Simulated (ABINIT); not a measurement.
## Run report: Ti, geometry relaxation (part 2 of 2)

The same run, continued: Ti (P6₃/mmc, 2 atoms in the cell); Kohn-Sham DFT of a periodic cell, RPBE, JTH PAW PBE v2.0, no spin polarisation (ABINIT 10.8.3); cutoff 408.17 eV, 10×10×6 k-mesh, fermi-dirac of 0.05 eV. The structure derives from an entry of the Crystallography Open Database.

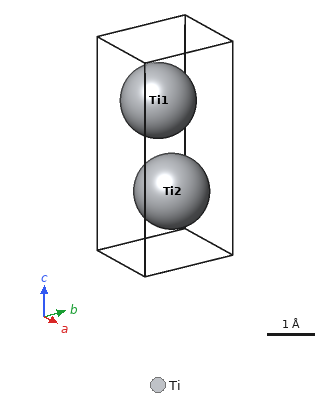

Figure 1. The geometry at step 1 of the log (spheres-only view of the cell of the calculation, seen slightly off an axis; atoms are numbered from 1 in the order of the input).

## Log, continued
```
 ------------------------------------------------
 Atom  Sphere_radius  Integrated_density
    1        2.30803         10.12520921
    2        2.30803         10.12520921

---OUTPUT-----------------------------------------------------------------------

 Cartesian coordinates (xcart) [bohr]
  2.79262709309909E+00  1.61232400286686E+00  6.64550582757562E+00
 -9.58802027417619E-10  3.22464800739640E+00  2.21516860717191E+00
 Reduced coordinates (xred)
  6.66666666323129E-01  3.33333332989591E-01  7.49999999658046E-01
  3.33333332989796E-01  6.66666666322924E-01  2.49999999658046E-01
 Cartesian forces (fcart) [Ha/bohr]; max,rms= 1.25253E-28 7.36418E-29 (free atoms)
 -2.41049478901404E-29 -1.25252983376320E-28 -0.00000000000000E+00
  2.41049478901404E-29  1.25252983376320E-28 -0.00000000000000E+00
 Gradient of E wrt nuclear positions in reduced coordinates (gred)
  1.34632261157719E-28  5.38529044630877E-28  0.00000000000000E+00
 -1.34632261157719E-28 -5.38529044630877E-28 -0.00000000000000E+00
 Scale of Primitive Cell (acell) [bohr]
  5.58525418811578E+00  5.58525418811578E+00  8.86067444080741E+00
 Real space primitive translations (rprimd) [bohr]
  5.58525418811578E+00  0.00000000000000E+00  0.00000000000000E+00
 -2.79262709405789E+00  4.83697201358861E+00  0.00000000000000E+00
  0.00000000000000E+00  0.00000000000000E+00  8.86067444080741E+00
 Unitary Cell Volume (ucvol) [Bohr^3]=  2.39377483725507E+02
 Angles (23,13,12)= [degrees]
  9.00000000000000E+01  9.00000000000000E+01  1.19999999999554E+02
 Lengths [Bohr]
  5.58525418811578E+00  5.58525418819105E+00  8.86067444080741E+00
 Stress tensor in cartesian coordinates (strten) [Ha/bohr^3]
 -4.55786022584177E-05  0.00000000000000E+00  0.00000000000000E+00
  0.00000000000000E+00 -4.55786030242912E-05  0.00000000000000E+00
  0.00000000000000E+00  0.00000000000000E+00 -3.48267594457163E-05
 Total energy (etotal) [Ha]= -1.17202421439514E+02

 Difference of energy with previous step (new-old):
           Absolute (Ha)=-7.07564E-05
           Relative     =-6.03711E-07

--- Iteration: ( 3/60) Internal Cycle: (1/1)
--------------------------------------------------------------------------------

---SELF-CONSISTENT-FIELD CONVERGENCE--------------------------------------------

--- !BeginCycle
iteration_state: {dtset: 1, itime: 3, icycle: 1, }
solver: {iscf: 17, nstep: 100, nline: 4, wfoptalg: 10, }
tolerances: {tolvrs: 1.00E-09, }
...

     iter   Etot(hartree)      deltaE(h)  residm     nres2
 ETOT  1  -117.20486641939    -1.172E+02 1.876E-04 5.343E-01
 ETOT  2  -117.20295615762     1.910E-03 4.760E-05 1.295E-01
 ETOT  3  -117.20246621069     4.899E-04 9.634E-05 2.356E-03
 ETOT  4  -117.20247550085    -9.290E-06 2.533E-05 1.007E-04
 ETOT  5  -117.20247560600    -1.052E-07 6.071E-05 1.774E-06
 ETOT  6  -117.20247561566    -9.662E-09 1.306E-05 1.328E-07
 ETOT  7  -117.20247561549     1.759E-10 6.065E-05 4.102E-09
 ETOT  8  -117.20247561549    -6.381E-12 1.240E-05 2.398E-10

 At SCF step    8       nres2   =  2.40E-10 < tolvrs=  1.00E-09 =>converged.

 Cartesian components of stress tensor (hartree/bohr^3)
  sigma(1 1)= -3.94948551E-06  sigma(3 2)=  0.00000000E+00
  sigma(2 2)= -3.94948626E-06  sigma(3 1)=  0.00000000E+00
  sigma(3 3)=  6.80939629E-06  sigma(2 1)=  0.00000000E+00

--- !ResultsGS
iteration_state: {dtset: 1, itime: 3, icycle: 1, }
comment   : Summary of ground state results
lattice_vectors:
- [  5.6065759,   0.0000000,   0.0000000, ]
- [ -2.8032879,   4.8554371,   0.0000000, ]
- [  0.0000000,   0.0000000,   8.8945000, ]
lattice_lengths: [   5.60658,    5.60658,    8.89450, ]
lattice_angles: [ 90.000,  90.000, 120.000, ] # degrees, (23, 13, 12)
lattice_volume:   2.4212943E+02
convergence: {deltae: -6.381E-12, res2:  2.398E-10, residm:  1.240E-05, diffor: null, }
etotal    :  -1.17202476E+02
entropy   :   0.00000000E+00
fermie    :   2.75387242E-01
cartesian_stress_tensor: # hartree/bohr^3
- [ -3.94948551E-06,   0.00000000E+00,   0.00000000E+00, ]
- [  0.00000000E+00,  -3.94948626E-06,   0.00000000E+00, ]
- [  0.00000000E+00,   0.00000000E+00,   6.80939629E-06, ]
pressure_GPa:   1.0685E-02
xred      :
- [  6.6667E-01,   3.3333E-01,   7.5000E-01, Ti]
- [  3.3333E-01,   6.6667E-01,   2.5000E-01, Ti]
cartesian_forces: # hartree/bohr
- [  5.10282143E-29,   1.71567893E-28,  -0.00000000E+00, ]
- [ -5.10282143E-29,  -1.71567893E-28,  -0.00000000E+00, ]
force_length_stats: {min:   1.78995588E-28, max:   1.78995588E-28, mean:   1.78995588E-28, }
...

 Integrated electronic density in atomic spheres:
 ------------------------------------------------
 Atom  Sphere_radius  Integrated_density
    1        2.30803         10.11907726
    2        2.30803         10.11907726

---OUTPUT-----------------------------------------------------------------------

 Cartesian coordinates (xcart) [bohr]
  2.80328793179424E+00  1.61847904095318E+00  6.67087500982360E+00
 -9.62462278827759E-10  3.23695808357537E+00  2.22362500124686E+00
 Reduced coordinates (xred)
  6.66666666323129E-01  3.33333332989591E-01  7.49999999658046E-01
  3.33333332989796E-01  6.66666666322924E-01  2.49999999658046E-01
 Cartesian forces (fcart) [Ha/bohr]; max,rms= 1.71568E-28 1.03343E-28 (free atoms)
  5.10282143366583E-29  1.71567892648095E-28 -0.00000000000000E+00
 -5.10282143366583E-29 -1.71567892648095E-28 -0.00000000000000E+00
 Gradient of E wrt nuclear positions in reduced coordinates (gred)
 -2.86093554960154E-28 -6.89990338433312E-28 -0.00000000000000E+00
  2.86093554960154E-28  6.89990338433312E-28  0.00000000000000E+00
 Scale of Primitive Cell (acell) [bohr]
  5.60657586551341E+00  5.60657586551341E+00  8.89450001715348E+00
 Real space primitive translations (rprimd) [bohr]
  5.60657586551341E+00  0.00000000000000E+00  0.00000000000000E+00
 -2.80328793275671E+00  4.85543712786659E+00  0.00000000000000E+00
  0.00000000000000E+00  0.00000000000000E+00  8.89450001715348E+00
 Unitary Cell Volume (ucvol) [Bohr^3]=  2.42129429292331E+02
 Angles (23,13,12)= [degrees]
  9.00000000000000E+01  9.00000000000000E+01  1.19999999999554E+02
 Lengths [Bohr]
  5.60657586551341E+00  5.60657586558897E+00  8.89450001715348E+00
 Stress tensor in cartesian coordinates (strten) [Ha/bohr^3]
 -3.94948550927129E-06  0.00000000000000E+00  0.00000000000000E+00
  0.00000000000000E+00 -3.94948625929634E-06  0.00000000000000E+00
  0.00000000000000E+00  0.00000000000000E+00  6.80939628564664E-06
 Total energy (etotal) [Ha]= -1.17202475615495E+02

 Difference of energy with previous step (new-old):
           Absolute (Ha)=-5.41760E-05
           Relative     =-4.62243E-07

 At Broyd/MD step   3, gradients are converged :
  max grad (force/stress) = 3.6319E-05 < tolmxf= 1.0000E-04 ha/bohr (free atoms)

================================================================================

 ----iterations are completed or convergence reached----

 Mean square residual over all n,k,spin=   42.357E-09; max=  12.396E-06
 reduced coordinates (array xred) for    2 atoms
       0.666666666323      0.333333332990      0.749999999658
       0.333333332990      0.666666666323      0.249999999658
 rms dE/dt=  4.4525E-28; max dE/dt=  5.0487E-28; dE/dt below (all hartree)
    1      -0.000000000000     -0.000000000000      0.000000000000
    2       0.000000000000      0.000000000000      0.000000000000

 cartesian coordinates (angstrom) at end:
    1      1.48343608809854     0.85646222421553     3.53007502958613
    2     -0.00000000050931     1.71292444931427     1.17669167545571

 cartesian forces (hartree/bohr) at end:
    1      0.00000000000000     0.00000000000000    -0.00000000000000
    2     -0.00000000000000    -0.00000000000000    -0.00000000000000
 frms,max,avg= 1.0334315E-28 1.7156789E-28   0.000E+00  0.000E+00  0.000E+00 h/b

 cartesian forces (eV/Angstrom) at end:
    1      0.00000000000000     0.00000000000000    -0.00000000000000
    2     -0.00000000000000    -0.00000000000000    -0.00000000000000
 frms,max,avg= 5.3141185E-27 8.8223758E-27   0.000E+00  0.000E+00  0.000E+00 e/A
 length scales=  5.606575865513  5.606575865513  8.894500017153 bohr
              =  2.966872177216  2.966872177216  4.706766708261 angstroms
 Fermi (or HOMO) energy (eV) =   7.49367   Average Vxc (eV)= -10.83073
 Eigenvalues (   eV  ) for nkpt=  56  k points:
 kpt#   1, nband= 16, wtk=  0.00167, kpt=  0.0000  0.0000  0.0000 (reduced coord)
 -49.52067  -49.40195  -26.01472  -25.43523  -25.43523  -25.38172  -25.34495  -25.34495
   1.36669    4.88621    8.14538    8.27003    8.27003    8.36073    8.74390    8.74390
 prteigrs : prtvol=0 or 1, do not print more k-points.

--- !EnergyTerms
iteration_state     : {dtset: 1, itime: 3, icycle: 1, }
comment             : Components of total free energy in Hartree
kinetic             :  1.53519030698983E+01
hartree             :  2.34048361987092E+01
xc                  : -6.44496849081125E+00
Ewald energy        : -8.40602661556968E+01
psp_core            :  5.05426177438732E+00
local_psp           : -7.02478620216531E+01
PAW spherical_terms : -2.59679397001454E-01
internal            : -1.17201775022168E+02
'-kT*entropy'       : -7.04413549234639E-04
total_energy        : -1.17202479435717E+02
total_energy_eV     : -3.18924193691194E+03
...

--- !EnergyTermsDC
iteration_state     : {dtset: 1, itime: 3, icycle: 1, }
comment             : '"Double-counting" decomposition of free energy'
band_energy         : -1.68458584590786E+01
Ewald energy        : -8.40602661556968E+01
psp_core            :  5.05426177438732E+00
xc_dc               : -2.26856367715966E+01
PAW spherical_terms :  1.33572841003945E+00
internal            : -1.17201771201945E+02
'-kT*entropy'       : -7.04413549234639E-04
total_energy_dc     : -1.17202475615494E+02
total_energy_dc_eV  : -3.18924183295839E+03
...

--- !EnergyTermsWithPAWCore
iteration_state     : {dtset: 1, itime: 3, icycle: 1, }
comment             : 'Components of total free energy, including PAW core contributions'
Total energy        : -1.70794216801288E+03
Total energy DC     : -1.70794216419266E+03
Total energy (eV)   : -4.64754740195967E+04
Total energy DC (eV): -4.64754739156432E+04
...

 Cartesian components of stress tensor (hartree/bohr^3)
  sigma(1 1)= -3.94948551E-06  sigma(3 2)=  0.00000000E+00
  sigma(2 2)= -3.94948626E-06  sigma(3 1)=  0.00000000E+00
  sigma(3 3)=  6.80939629E-06  sigma(2 1)=  0.00000000E+00

-Cartesian components of stress tensor (GPa)         [Pressure=  1.0685E-02 GPa]
- sigma(1 1)= -1.16197875E-01  sigma(3 2)=  0.00000000E+00
- sigma(2 2)= -1.16197897E-01  sigma(3 1)=  0.00000000E+00
- sigma(3 3)=  2.00339355E-01  sigma(2 1)=  0.00000000E+00

== END DATASET(S) ==============================================================
================================================================================

 -outvars: echo values of variables after computation  --------
            acell      5.6065758655E+00  5.6065758655E+00  8.8945000172E+00 Bohr
           etotal     -1.1720247562E+02
            fcart      5.1028214337E-29  1.7156789265E-28 -0.0000000000E+00
                      -5.1028214337E-29 -1.7156789265E-28 -0.0000000000E+00
            rprim      1.0000000000E+00  0.0000000000E+00  0.0000000000E+00
                      -5.0000000000E-01  8.6602540380E-01  0.0000000000E+00
                       0.0000000000E+00  0.0000000000E+00  1.0000000000E+00
           strten     -3.9494855093E-06 -3.9494862593E-06  6.8093962856E-06
                       0.0000000000E+00  0.0000000000E+00  0.0000000000E+00
           xangst      1.4834360881E+00  8.5646222422E-01  3.5300750296E+00
                      -5.0931310396E-10  1.7129244493E+00  1.1766916755E+00
             xred      6.6666666632E-01  3.3333333299E-01  7.4999999966E-01
                       3.3333333299E-01  6.6666666632E-01  2.4999999966E-01
 Calculation completed.
```

## Trajectory as extended XYZ (Å, eV, eV/Å), 3 frames, from step=0 to step=2
```
2
Lattice="2.9500 0.0000 0.0000 -1.4750 2.5548 0.0000 0.0000 0.0000 4.6800" Properties=species:S:1:pos:R:3:forces:R:3 step=0 energy=-3189.23843
Ti    1.4750    0.8516    3.5100    0.0000   0.0000   0.0000
Ti    0.0000    1.7032    1.1700    0.0000   0.0000   0.0000
2
Lattice="2.9556 0.0000 0.0000 -1.4778 2.5596 0.0000 0.0000 0.0000 4.6889" Properties=species:S:1:pos:R:3:forces:R:3 step=1 energy=-3189.24036
Ti    1.4778    0.8532    3.5166    0.0000   0.0000   0.0000
Ti    0.0000    1.7064    1.1722    0.0000   0.0000   0.0000
2
Lattice="2.9669 0.0000 0.0000 -1.4834 2.5694 0.0000 0.0000 0.0000 4.7068" Properties=species:S:1:pos:R:3:forces:R:3 step=2 energy=-3189.24183
Ti    1.4834    0.8565    3.5301    0.0000   0.0000   0.0000
Ti    0.0000    1.7129    1.1767    0.0000   0.0000   0.0000
```

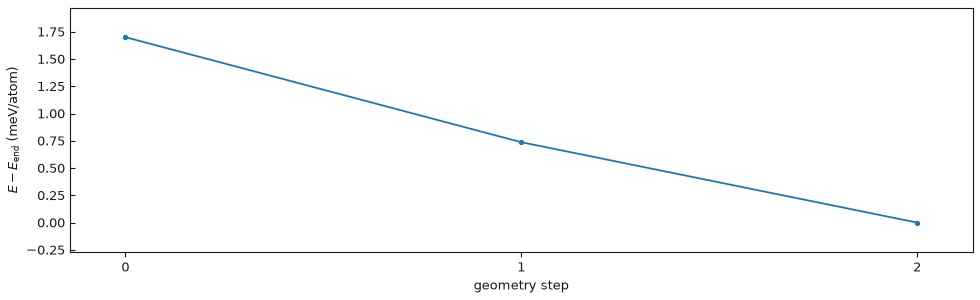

Figure 2. Progress of the relaxation, step by step (steps are counted from 0).

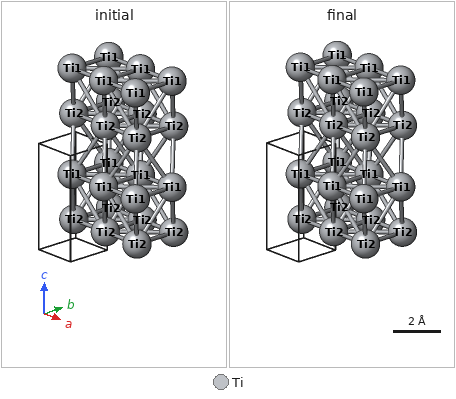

Figure 3. Before (left) and after (right) the relaxation, at one scale (ball-and-stick view of the cell of the calculation, repeated 3 × 2 × 2, seen at an oblique angle). The energy falls by 1.7 meV per atom in 2 geometry steps. All forces vanish by symmetry, so only the cell relaxes. The atoms keep their places relative to the cell (all moves are under 0.005 Å). The volume changes by +1.7 %, with a = b 2.950 → 2.967 Å (+0.6 %), c 4.680 → 4.707 Å (+0.6 %). Among the contacts that change: Ti1–Ti1 2.950 → 2.967 Å, Ti1–Ti2 2.894 → 2.911 Å. The space group stays P6_3/mmc (No. 194). (Atoms are counted from 1 in the order of the input.)

This output came from the following input.

## The input
```
# Pseudopotentials
pp_dirpath "./"
pseudos "Ti.GGA_PBE-JTH.xml"

# Structure
acell 2.95 2.95 4.68 Angstrom
rprim
     1.0000000000     0.0000000000     0.0000000000
    -0.5000000000     0.8660254038     0.0000000000
     0.0000000000     0.0000000000     1.0000000000
ntypat 1
znucl 22
natom 2
typat 1 1
xcart
     2.7873460341     1.6092749828     6.6329386974
    -0.0000000003     3.2185499661     2.2109795658
chkprim 0
chksymtnons 0
tolsym 1.0e-6

# Plane-wave basis
ecut 408.170794 eV
pawecutdg 30.0

# k points
kptopt 1
ngkpt 10 10 6
nshiftk 1
shiftk 0.0 0.0 0.0

# Exchange and correlation
ixc 15

# Bands and occupations
nband 16
occopt 3
tsmear 0.00183747

# SCF cycle
nstep 100
tolvrs 1.0e-9

# Output
iomode 3
prtwf 0
prtden 0
prteig 0
prtebands 0
enunit 1

# Relaxation
ionmov 2
ntime 60
tolmxf 0.0001
optcell 1
dilatmx 1.08
ecutsm 0.5
```

Command:
```bash
abinit run.abi > log 2>&1
```

## Results in brief

| quantity | value |
| --- | --- |
| outcome | converged |
| space group (tolerance 0.01 Å) | P6₃/mmc (194) |
| electrons treated | 24 |
| free energy | −3189.2418 eV |
| Fermi energy | 7.494 eV |
| gap on the k-point mesh | none (metallic) |
| pressure | 0.01 GPa |
| final volume | 35.88 Å³ |
| largest force (length of the vector) at the end | under 0.001 eV/Å |
| final cell | a = 2.967 Å, b = 2.967 Å, c = 4.707 Å, α = 90.00°, β = 90.00°, γ = 120.00° |
| hardware | 1 thread of Arm Neoverse V2, 24 GiB of memory available, shared host |
| wall time | 53 s |
| peak memory | 0.12 GiB |
